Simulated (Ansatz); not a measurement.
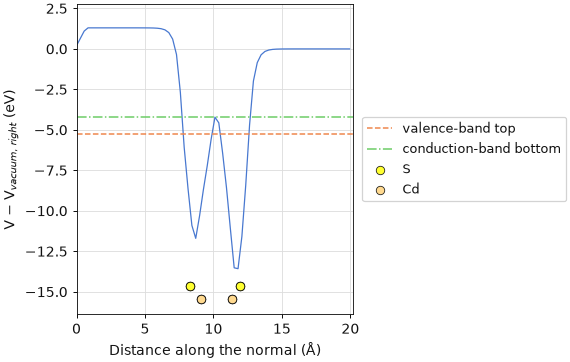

Plane-averaged electrostatic potential energy of an electron across the slab; circles at the bottom mark the heights of the atoms (positions after relaxation).

Structure: a (111) slab cut from CdS (F-43m), ended by Cd above and S below, 16 atoms in the cell.

Method: DFT PBE+D3(BJ), scalar-relativistic, plane waves, PAW, no spin polarisation, 2×2×1 k mesh, Gaussian smearing of 0.05 eV (Ansatz).

What are the ionisation potential and the electron affinity of the slab?

Answer. From the vacuum level at the right face the ionisation potential is 5.26 eV and the electron affinity 4.21 eV; at the left face they are 6.56 and 5.51 eV. The slab's gap, their difference before rounding, is 1.05 eV.

Do the two faces differ, and what does that say about the slab's dipole?

Answer. The vacuum level is 1.30 eV higher at the left than at the right, so the slab carries a dipole along its normal; the ramp in the vacuum, at or near the edge of the plot, is the dipole correction that keeps each side flat. Some atoms were held fixed in the relaxation, which can itself make the faces differ.
